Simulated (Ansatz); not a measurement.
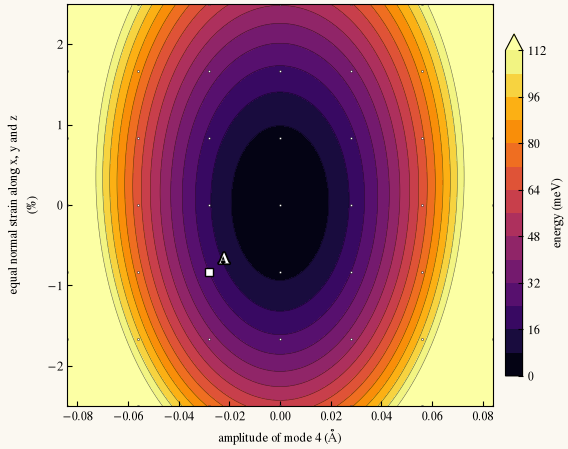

Ge (Fd-3m, No. 227; 2 atoms in the cell). The energy is mapped over a normal mode and a strain (zone-centre modes of the 2-atom cell of this scan) (x, y and z along the cube axes). First axis: amplitude of mode 4 (283 cm⁻¹), largest displacement in the unstrained cell. Second axis: equal normal strain along x, y and z. Nothing is relaxed (the pattern is fixed in fractional coordinates). The scan uses a 7 × 7 grid; 28 points were computed and 21 follow by symmetry. Points are written as (first, second). All energies are given in meV per cell relative to the lowest grid point. The lowest point has no gap; 3 points of the grid have one on the k-mesh. The calculation used Ansatz, DFT PBEsol, scalar-relativistic, plane waves, PAW. Settings: cutoff 420 eV, k-mesh 14×14×14, gaussian smearing 0.15 eV, no spin polarisation.

In the figure: filled contours, dots at the grid points, one colour for all values above the top of the scale, the point A. Between grid points the surface is interpolated.

Is A at rest? If not, where is it pushed?

A, at (−0.028 Å, −0.83 %), is not a stationary point. The computed force is 1300 meV for each Å towards larger values of the first coordinate and 16 meV for each 1 % towards larger values of the second coordinate.

PAW datasets: the set soft_1.
